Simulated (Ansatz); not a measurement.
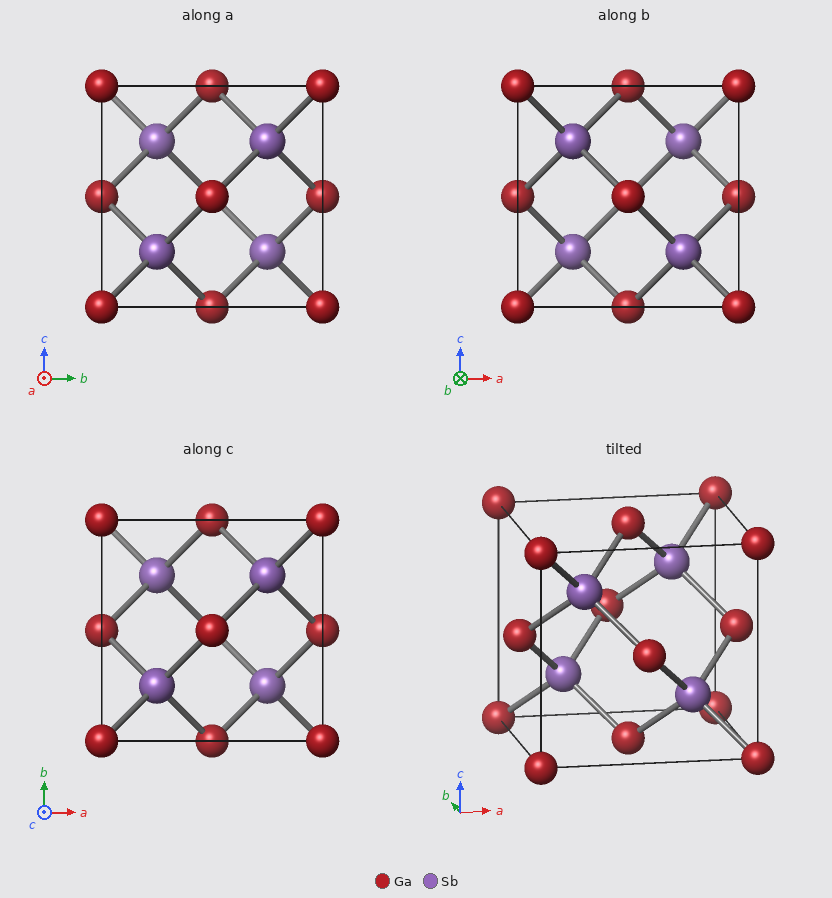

We look at a ball-and-stick model of the crystal along the a axis, along the b axis, along the c axis and slightly off an axis. The edges of the conventional unit cell are marked.

Lattice parameters: a = 6.0704 Å, b = 6.0704 Å, c = 6.0704 Å, α = 90.000°, β = 90.000°, γ = 90.000°.

From the views, write a CIF with its space group and independent sites.

```cif
data_structure
_symmetry_space_group_name_H-M 'F -4 3 m'
_symmetry_Int_Tables_number 216
_cell_length_a 6.0704
_cell_length_b 6.0704
_cell_length_c 6.0704
_cell_angle_alpha 90.000
_cell_angle_beta 90.000
_cell_angle_gamma 90.000
_cell_volume 223.70
loop_
_atom_site_label
_atom_site_type_symbol
_atom_site_symmetry_multiplicity
_atom_site_Wyckoff_symbol
_atom_site_fract_x
_atom_site_fract_y
_atom_site_fract_z
_atom_site_occupancy
Ga1 Ga 4 a 0.0000 0.0000 0.0000 1
Sb1 Sb 4 d 0.2500 0.2500 0.7500 1
```

The initial geometry was a structure type filled with these elements by a generator (whether the compound takes this form wasn't checked). The cell was then strained or its atoms displaced on purpose. Ansatz was used for an electronic-structure calculation on it.
